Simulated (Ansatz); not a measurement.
# A series of single points on GaAs

System: GaAs (F-43m, 2 atoms in the cell).
Method: Kohn-Sham DFT of a periodic cell, PBE with D3(BJ), Ansatz PAW, no spin polarisation (Ansatz 0.2.0).

The 6 runs differ only in the geometry, by an even scaling of the cell at fixed fractional positions. The structure derives from an entry of the Crystallography Open Database.

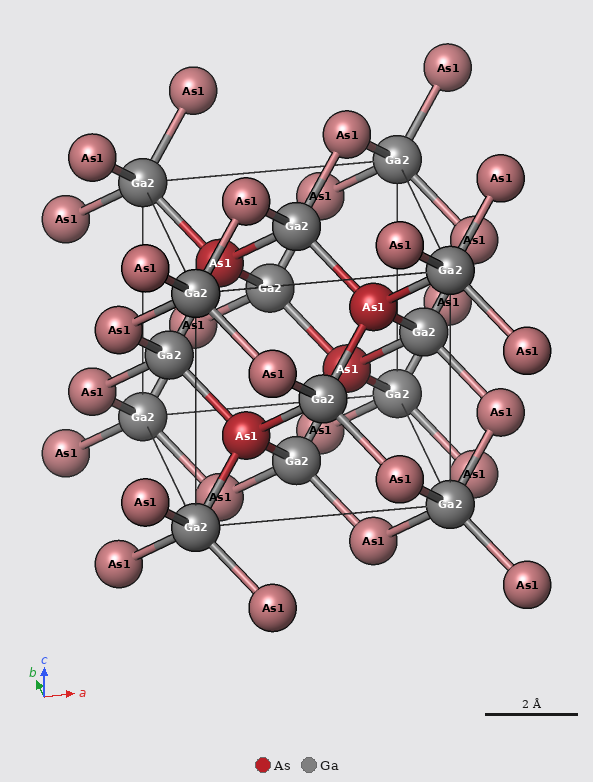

Figure 1. The structure of run 4 (ball-and-stick view of the cell 4 times as large as that of the calculation, set on its symmetry axes, seen at an oblique angle; neighbours outside the cell are drawn fainter; atoms are numbered from 1 in the order of the input).

**Input of run 4**
```yaml
crystal:
  lattice:
    - [0.0, 2.82685, 2.82685]
    - [2.82685, 0.0, 2.82685]
    - [2.82685, 2.82685, 0.0]
  atoms:
    - { symbol: As, position: [0.75, 0.75, 0.75] }
    - { symbol: Ga, position: [0.0, 0.0, 0.0] }
hamiltonian:
  xc: pbe
  pseudopotentials: { kind: paw }
  dispersion: d3bj
kpoints:
  mp_grid: { grid: [8, 8, 8] }
scf:
  occupations: { method: fermi_dirac, width: 0.05 }
output:
  forces: true
  stress: true
  eigenvalues: true
```

Command:
```bash
ansatz run input.yaml --threads 2 --pin off --max-ram 5120MiB --backend cpu --events-out ev --progress --plain --runs-dir out
```

Lattice vectors (Å) and fractional positions of run 4:
```
   0.000000    2.826850    2.826850
   2.826850    0.000000    2.826850
   2.826850    2.826850    0.000000
As  0.750000  0.750000  0.750000
Ga  0.000000  0.000000  0.000000
```

Run 3 differs from it as follows:
```diff
-    - [0.0, 2.82685, 2.82685]
-    - [2.82685, 0.0, 2.82685]
-    - [2.82685, 2.82685, 0.0]
+    - [0.0, 2.8078772807, 2.8078772807]
+    - [2.8078772807, 0.0, 2.8078772807]
+    - [2.8078772807, 2.8078772807, 0.0]
```

**Results, with one run withheld**

```tsv
run	volume per atom (Å³)	free energy per atom, from the lowest run given (meV)	pressure (GPa)	gap on the mesh (eV)
1	21.234	27.36	5.89	0.99
2	21.686	13.47	4.00	0.83
3	22.138	?	?	?
4	22.590	0.29	0.79	0.52
5	23.041	0.00	−0.56	0.37
6	23.945	9.77	−2.81	0.09
```

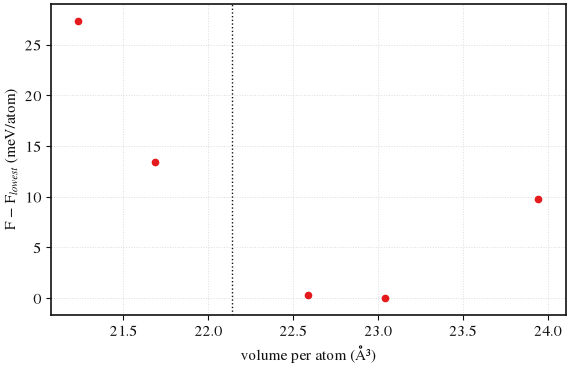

Figure 2. Free energy per atom of the runs given; the dotted line marks run 3.

Estimate the energy of run 3 from the others.

A cubic polynomial in V^(−2/3) (the Birch–Murnaghan form), fitted to the 5 runs given, misses them by at most 0.01 meV per atom. With x = V^(−2/3) − 0.12560 Å⁻², it reads F = 1.0696 + 1996.8 x + 7.111e+05 x² + 2.0849e+06 x³ (meV per atom). At run 3 it gives 4.63 meV per atom, and the run itself gives 4.63. The slope of the fit gives a pressure −dF/dV of 2.30 GPa there, and the run prints 2.31 GPa. The fit has its minimum at 22.850 Å³ per atom, where V d²F/dV² gives 67.5 GPa: the bulk modulus at this level, since symmetry fixes the shape and the positions. The gap on the mesh goes, without turning, from 0.99 eV in run 1 to 0.09 eV in run 6; run 3 has 0.67 eV. These are gaps of this functional on this mesh, which can miss the band edges; they aren't the measured gap.

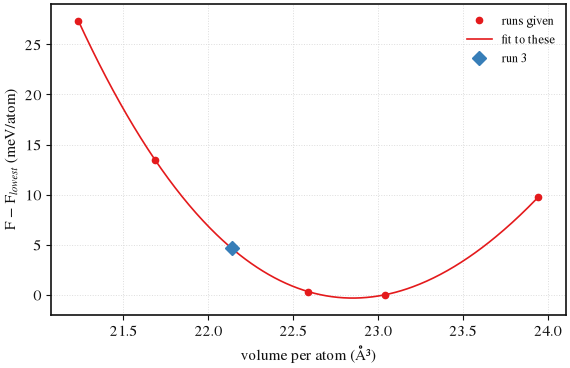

Figure 3. The fit and the withheld run.

**Output, shortened to warnings, some set-up lines, iterations and results (run 3)**
```
Basis set: ecut = 420 eV, 893 PW (Γ), exchange–correlation on 54×54×54 points (8 copies of the dense FFT grid, shifted against one another)
Symmetry: 24 space group operations
k-points: 29 of 512 (time reversal used)
Initial density: superposition of atomic densities (neutral atoms: chi_scale 0, normalization atom), corrected by the library's trained network
[...]
SCF iter   1: F=—  HF=-8640.476353 eV  |F-HF|=—  |Δ(HF+E_count)|=         —  Δρ=1.72e-3  dr2=2.19e-3  ethr=1.77e-3  ⟨swp⟩=5.9  Hψ=2518  notcnv=0
SCF iter   2: F=—  HF=-8640.475320 eV  |F-HF|=—  |Δ(HF+E_count)|=   1.03e-3  Δρ=8.97e-4  dr2=3.09e-4  ethr=7.83e-6  ⟨swp⟩=2.0  Hψ=1036  notcnv=0
SCF iter   3: F=—  HF=-8640.475222 eV  |F-HF|=—  |Δ(HF+E_count)|=   9.87e-5  Δρ=2.59e-4  dr2=3.58e-5  ethr=1.10e-6  ⟨swp⟩=2.0  Hψ=783  notcnv=0
SCF iter   4: F=—  HF=-8640.475239 eV  |F-HF|=—  |Δ(HF+E_count)|=   1.72e-5  Δρ=1.20e-4  dr2=7.63e-6  ethr=1.28e-7  ⟨swp⟩=2.7  Hψ=752  notcnv=0
SCF iter   5: F=—  HF=-8640.475246 eV  |F-HF|=—  |Δ(HF+E_count)|=   6.65e-6  Δρ=2.67e-5  dr2=3.38e-7  ethr=2.72e-8  ⟨swp⟩=2.0  Hψ=638  notcnv=0
SCF iter   6: F=-8640.475246 eV  HF=-8640.475246 eV  |F-HF|=8.53e-9  |Δ(HF+E_count)|=   4.26e-7  Δρ=2.86e-6  dr2=4.15e-9  ethr=3.57e-10  ⟨swp⟩=5.1  Hψ=2322  notcnv=0
SCF 1 converged in 6 iterations: F = -8640.475246 eV  dr2 = 4.15e-9
SCF converged after 6 iterations
Free energy (F): -8640.475246 eV
Harris-Foulkes:  -8640.475246 eV  (|F-HF|=8.53e-9)
Internal energy: -8640.475239 eV  (E = F + TS)
E sigma→0 (E₀):  -8640.475243 eV
Entropy (-TS):   -0.000007 eV (-0.003 meV/atom)
Fermi energy:    8.824950 eV
--- Per-component energies (eV) ---
  E_band       = -305.305393
  E_kinetic    = 220.060800
  E_local      = -3885.973330  (includes V_loc(G=0)·N_el)
  E_nonlocal   = -245.814449
  E_hartree    = 1961.838492
  E_xc         = -148.802982
  E_vxc        = -137.943041  (∫ρ·V_xc dr)
  E_paw        = -3824.156605  (= ΣΔE_a)
  E_vpaw       = -179.313619  (= ΣTr[D̂ρ^β])
  E_aug_tail   = -0.000085  (compensation charges beyond the density's cutoff)
  E_ewald      = -2716.962987
  E_disp       = -0.664094  (pairwise vdW)
  E_smearing   = -0.000007  (= −TS)
  E_closure    = 0.000000  (closes the sum)
  Σ components = -8640.475246   (vs F -8640.475246, Δ=0.00e0)
--- Forces (eV/Å), atoms counted from 1 ---
  atom   1  As     0.00000000    -0.00000000     0.00000000
  atom   2  Ga    -0.00000000     0.00000000    -0.00000000
  max |Σ_I F_I| component: 2.38e-16 eV/Å
--- Stress (GPa, compression-positive) ---
        2.306606       0.000000      -0.000000
       -0.000000       2.306606       0.000000
       -0.000000       0.000000       2.306606
  P = ⅓ Tr σ = 2.3066 GPa (23.066 kbar)
```
